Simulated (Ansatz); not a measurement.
## Geometry relaxation of Ta (part 2 of 2)

The same run, continued: Ta (R-3m, 3 atoms in the cell); DFT PBEsol, scalar-relativistic, plane waves, PAW, no spin polarisation (Ansatz 0.2.0); cutoff 420 eV, 6×6×6 k-mesh, Gaussian smearing of 0.1 eV. The structure was made by swapping elements on the sites of another compound; it need not be a known phase. It belongs to a series of runs on one base structure; here: samarium (9R) type (R-3m, No. 166).

Geometry of the input (Å; fractional positions):
```
1.5672  0.9048  7.5743
-1.5672  0.9048  7.5743
0.0000  -1.8097  7.5743
Ta 0.0000  0.0000  0.0000
Ta 0.2222  0.2222  0.2222
Ta 0.7778  0.7778  0.7778
```

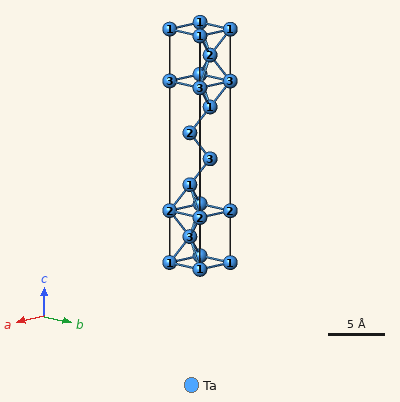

Fig. 1: The structure as given in the input (ball-and-stick view of the cell 3 times as large as that of the calculation, set on its symmetry axes, seen at an oblique angle; atoms are numbered from 1 in the order of the input).

**Log, continued**
```
relax step   3: F+E_penalty+E_count = -29418.62423778 eV  Δ(F+E_penalty+E_count) = -6.700e-2 eV  max|allowed force component| = 1.501e-3 eV/Å  Δτ_max = 0.0002 Å  P = +2.368 GPa  Ω = 53.523 Å³  energy of the carried Pulay correction = +3.003e-3 eV  (6 SCF iters, dr2 threshold 3.00e-7 eV, accepted)
Crystal: 3 atoms, lattice volume = 53.865 Å³
iter 1 solved again at ethr=1.12e-5 eV; its pass at ethr=3.10e-3 eV (dr2=4.36e-3 eV) is discarded
SCF iter   1: F=—  HF=-29418.639142 eV  |F-HF|=—  |Δ(HF+E_count)|=         —  Δρ=2.77e-3  dr2=4.19e-3  ethr=1.12e-5  ⟨swp⟩=2.1  Hψ=4436  notcnv=0
preconditioner: auto → Kerker (q_TF=auto, 2.585 Å⁻¹)  [metal: Δε(μ)=0.038 eV  Ē_g=4.062 eV  σ=0.100 eV  W_gap=0.20  n_scr=18 (ndim 8)  ℏωp=19.6 eV  f_vac=0.000  D(μ)=3.13/eV (n_scr^D=36)]
SCF iter   2: F=—  HF=-29418.638215 eV  |F-HF|=—  |Δ(HF+E_count)|=   9.27e-4  Δρ=1.55e-3  dr2=1.40e-3  ethr=1.07e-5  ⟨swp⟩=1.0  Hψ=768  notcnv=0
SCF iter   3: F=—  HF=-29418.637750 eV  |F-HF|=—  |Δ(HF+E_count)|=   4.65e-4  Δρ=1.61e-4  dr2=9.67e-6  ethr=3.60e-6  ⟨swp⟩=2.2  Hψ=953  notcnv=0
SCF iter   4: F=—  HF=-29418.637746 eV  |F-HF|=—  |Δ(HF+E_count)|=   3.15e-6  Δρ=2.23e-5  dr2=1.39e-7  ethr=2.48e-8  ⟨swp⟩=2.8  Hψ=1381  notcnv=0
iter 5 did not close the SCF: its close was put off for the readings that it lacked (scf_convergence_deferred on its scf_iter line)
SCF iter   5: F=-29418.637746 eV  HF=-29418.637746 eV  |F-HF|=2.40e-10  |Δ(HF+E_count)|=   2.70e-9  Δρ=2.69e-6  dr2=2.31e-9  ethr=3.57e-10  ⟨swp⟩=2.1  Hψ=1013  notcnv=0
SCF iter   6: F=-29418.637746 eV  HF=-29418.637746 eV  |F-HF|=2.91e-11  |Δ(HF+E_count)|=  7.28e-11  Δρ=3.38e-7  dr2=5.41e-11  ethr=5.92e-12  ⟨swp⟩=2.0  Hψ=2118  notcnv=0
SCF 4 converged in 6 iterations: F = -29418.637746 eV  dr2 = 5.41e-11
relax step   4: F+E_penalty+E_count = -29418.63774641 eV  Δ(F+E_penalty+E_count) = -1.351e-2 eV  max|allowed force component| = 7.947e-4 eV/Å  Δτ_max = 0.0000 Å  P = +0.850 GPa  Ω = 53.865 Å³  energy of the carried Pulay correction = +2.897e-3 eV  (6 SCF iters, dr2 threshold 3.00e-7 eV, accepted)
Crystal: 3 atoms, lattice volume = 54.007 Å³
Basis set: ecut = 420 eV, 1045 PW (Γ), FFT grids on a1−a3, a2−a3, a3, exchange–correlation on 48×48×108 points (8 copies of the dense FFT grid, shifted against one another)
iter 1 solved again at ethr=1.18e-5 eV; its pass at ethr=3.10e-3 eV (dr2=4.59e-3 eV) is discarded
SCF iter   1: F=—  HF=-29418.643036 eV  |F-HF|=—  |Δ(HF+E_count)|=         —  Δρ=2.74e-3  dr2=4.45e-3  ethr=1.18e-5  ⟨swp⟩=1.9  Hψ=4296  notcnv=0
preconditioner: auto → Kerker (q_TF=auto, 2.584 Å⁻¹)  [metal: Δε(μ)=0.089 eV  Ē_g=4.063 eV  σ=0.100 eV  W_gap=0.47  n_scr=18 (ndim 8)  ℏωp=19.6 eV  f_vac=0.000  D(μ)=2.79/eV (n_scr^D=30)]
SCF iter   2: F=—  HF=-29418.642078 eV  |F-HF|=—  |Δ(HF+E_count)|=   9.58e-4  Δρ=1.53e-3  dr2=1.32e-3  ethr=1.14e-5  ⟨swp⟩=1.1  Hψ=770  notcnv=0
SCF iter   3: F=—  HF=-29418.641623 eV  |F-HF|=—  |Δ(HF+E_count)|=   4.55e-4  Δρ=2.72e-4  dr2=1.65e-4  ethr=3.38e-6  ⟨swp⟩=2.2  Hψ=945  notcnv=0
SCF iter   4: F=—  HF=-29418.641616 eV  |F-HF|=—  |Δ(HF+E_count)|=   6.23e-6  Δρ=1.00e-4  dr2=3.13e-6  ethr=4.23e-7  ⟨swp⟩=1.4  Hψ=789  notcnv=0
SCF iter   5: F=-29418.641616 eV  HF=-29418.641616 eV  |F-HF|=5.34e-8  |Δ(HF+E_count)|=   6.55e-7  Δρ=1.28e-5  dr2=8.35e-8  ethr=7.69e-10  ⟨swp⟩=7.2  Hψ=3581  notcnv=0
SCF 5 converged in 5 iterations: F = -29418.641616 eV  dr2 = 8.35e-8
relax step   5: F+E_penalty+E_count = -29418.64161557 eV  Δ(F+E_penalty+E_count) = -3.869e-3 eV  max|allowed force component| = 1.848e-2 eV/Å  Δτ_max = 0.0001 Å  P = +0.307 GPa  Ω = 54.007 Å³  energy of the carried Pulay correction = +2.852e-3 eV  (5 SCF iters, dr2 threshold 3.00e-7 eV, accepted)
Basis set: ecut = 420 eV, 1045 PW (Γ), FFT grids on a1−a3, a2−a3, a3, exchange–correlation on 40×40×108 points (8 copies of the dense FFT grid, shifted against one another)
Initial wavefunctions: pseudopotential atomic-orbital guess (no wavefunctions were taken with the density)
iter 1 solved again at ethr=4.74e-8 eV; its pass at ethr=3.10e-3 eV (dr2=1.85e-5 eV) is discarded
SCF iter   1: F=—  HF=-29418.640210 eV  |F-HF|=—  |Δ(HF+E_count)|=         —  Δρ=1.47e-4  dr2=1.24e-6  ethr=4.74e-8  ⟨swp⟩=4.1  Hψ=5428  notcnv=0
preconditioner: auto → Kerker (q_TF=auto, 2.584 Å⁻¹)  [metal: Δε(μ)=0.065 eV  Ē_g=4.064 eV  σ=0.100 eV  W_gap=0.35  n_scr=18 (ndim 8)  ℏωp=19.6 eV  f_vac=0.000  D(μ)=2.85/eV (n_scr^D=30)]
SCF iter   2: F=—  HF=-29418.640216 eV  |F-HF|=—  |Δ(HF+E_count)|=   5.64e-6  Δρ=7.71e-5  dr2=3.37e-7  ethr=3.18e-9  ⟨swp⟩=1.1  Hψ=804  notcnv=0
SCF iter   3: F=—  HF=-29418.640216 eV  |F-HF|=—  |Δ(HF+E_count)|=   4.63e-7  Δρ=5.18e-6  dr2=3.28e-8  ethr=8.65e-10  ⟨swp⟩=2.3  Hψ=1386  notcnv=0
SCF iter   4: F=-29418.640216 eV  HF=-29418.640216 eV  |F-HF|=1.24e-10  |Δ(HF+E_count)|=  2.18e-10  Δρ=1.61e-6  dr2=6.87e-10  ethr=4.92e-12  ⟨swp⟩=3.3  Hψ=2635  notcnv=0
SCF 6 converged in 4 iterations: F = -29418.640216 eV  dr2 = 6.87e-10
relax step   6: F+E_penalty+E_count = -29418.64021603 eV  Δ(F+E_penalty+E_count) = +1.400e-3 eV  max|allowed force component| = 1.848e-2 eV/Å  Δτ_max = 0.0000 Å  P = +0.272 GPa  Ω = 54.007 Å³  stress off target by 2.82e-1 GPa  SCF on the basis re-selected at this cell (its energy is not comparable with the rows above)  (4 SCF iters)
basis re-selected at this cell: Δ(F+E_penalty+E_count) = +1.400e-3 eV, ΔP = -0.035 GPa vs the last step (what re-selecting the basis moved, of the pressure what is left beyond the Pulay correction that the steps carried, after the strain that the cell walked since its last selection, with what the two solves' SCF thresholds leave and, on support functions, any second-order correction that the steps lacked; it is no measure of the basis error at this ecutwfc). The dense FFT grid was sized anew with the basis: this SCF ran on 20×20×54 points, the steps before it on 24×24×54, so part of this shift can come from that change (see relax.cell in the input reference). This SCF's stress stands 2.82e-1 GPa from its target on what of the cell is left free (relax.cell.stress_tol is 4.00e-1 GPa) and its largest allowed force component is 1.85e-2 eV/Å (relax.f_tol is 4.00e-2 eV/Å): within both
SCF converged after 4 iterations
Free energy (F): -29418.640216 eV
Harris-Foulkes:  -29418.640216 eV  (|F-HF|=1.24e-10)
Internal energy: -29418.625994 eV  (E = F + TS)
E sigma→0 (E₀):  -29418.633105 eV
Entropy (-TS):   -0.014222 eV (-4.741 meV/atom)
Fermi energy:    18.938744 eV
--- Per-component energies (eV) ---
  E_band       = -313.632774
  E_kinetic    = 1099.286753
  E_local      = -1655.584665  (includes V_loc(G=0)·N_el)
  E_nonlocal   = 52.908381
  E_hartree    = 573.242111
  E_xc         = -650.871948
  E_vxc        = -611.332517  (∫ρ·V_xc dr)
  E_paw        = -24817.640460  (= ΣΔE_a)
  E_vpaw       = -345.394789  (= ΣTr[D̂ρ^β])
  E_aug_tail   = 0.000430  (compensation charges beyond the density's cutoff)
  E_ewald      = -4020.607535
  E_core_change = 0.640939  (= ΣΔE_core)
  E_smearing   = -0.014222  (= −TS)
  E_closure    = -0.000000  (closes the sum)
  Σ components = -29418.640216   (vs F -29418.640216, Δ=0.00e0)
--- Forces (eV/Å), atoms counted from 1 ---
  atom   1  Ta     0.00000000     0.00000000     0.00000000
  atom   2  Ta     0.00000000    -0.00000000     0.01847555
  atom   3  Ta     0.00000000     0.00000000    -0.01847555
  max |Σ_I F_I| component: 3.47e-18 eV/Å
--- Stress (GPa, compression-positive) ---
        0.267493       0.000000       0.000000
        0.000000       0.267493      -0.000000
       -0.000000      -0.000000       0.281585
  P = ⅓ Tr σ = 0.2722 GPa (2.722 kbar)
--- Band table (eV; the first three rows and the last of 32) ---
  k-point 0: bands = ["-48.5189", "-48.4572", "-48.4567", "-15.3450", "-15.3225", "-14.5514", "-14.5159", "-14.5159", "-14.5015", "-14.5015", "-14.4237", "-14.4237", "10.5699", "13.3852", "13.4081", "18.0434", "18.0479", "18.5915", "19.3376", "19.3376", "19.5403", "19.5403", "19.9520", "19.9520"]
  k-point 1: bands = ["-48.4909", "-48.4401", "-48.4330", "-15.3248", "-15.2502", "-14.7921", "-14.7376", "-14.7106", "-14.5893", "-14.5719", "-14.5709", "-14.4745", "11.6117", "14.1820", "14.5521", "17.1931", "17.3711", "18.3156", "18.5535", "19.2757", "19.6724", "20.2102", "20.5206", "20.7284"]
  k-point 2: bands = ["-48.4320", "-48.4005", "-48.3931", "-15.4324", "-15.4068", "-15.2941", "-15.0574", "-14.9125", "-14.7260", "-14.7078", "-14.6449", "-14.5796", "13.7119", "14.6972", "15.3833", "16.2938", "16.4007", "18.0837", "18.7935", "19.0632", "19.5173", "19.9473", "22.2233", "22.3102"]
  k-point 31: bands = ["-48.4984", "-48.4982", "-48.4362", "-15.5772", "-14.8355", "-14.8078", "-14.5370", "-14.5370", "-14.4578", "-14.4578", "-14.4463", "-14.4463", "11.5579", "11.5634", "13.9225", "18.0633", "18.1111", "19.1782", "19.3344", "19.3344", "19.6147", "19.6147", "19.8308", "19.8308"]
--- Relaxed structure (5 steps of the walk, 5 accepted, 1 SCFs on fresh bases) ---
  F+E_penalty+E_count = -29418.64021603 eV   max|allowed force component| = 1.848e-2 eV/Å   (the final SCF, on the basis selected at the relaxed cell)
  cell:  # Å, volume = 54.0074 Å³
    - [1.4420465760696926, 0.8325659788448205, 7.497286757710975]
    - [-1.4420465760696926, 0.8325659788448205, 7.497286757710975]
    - [1.2903565875146522e-33, -1.6651319577886246, 7.4972867576999835]
  atoms:
    - { symbol: Ta, position: [5.467264467202349e-22, 5.467264467177839e-22, 5.467264465254051e-22] }
    - { symbol: Ta, position: [0.22227375724783574, 0.22227375724783574, 0.22227375724783577] }
    - { symbol: Ta, position: [0.7777262427521643, 0.7777262427521643, 0.7777262427521644] }
```

**Results in brief**

```tsv
quantity	value
outcome	converged
space group (tolerance 0.01 Å)	R-3m (166)
electrons treated	39
free energy	−29418.6402 eV
Fermi energy	18.939 eV
gap on the k-point mesh	none (metallic)
pressure	0.27 GPa
final volume	54.01 Å³
largest force (length of the vector) at the end	0.018 eV/Å
final cell	a = 7.680 Å, b = 7.680 Å, c = 7.680 Å, α = 21.65°, β = 21.65°, γ = 21.65°
hardware	1 thread of an x86-64 CPU, shared host
wall time	7.6 s
peak memory	0.41 GiB
```

**Remarks**

Spin–orbit coupling is left out, which matters for Ta.
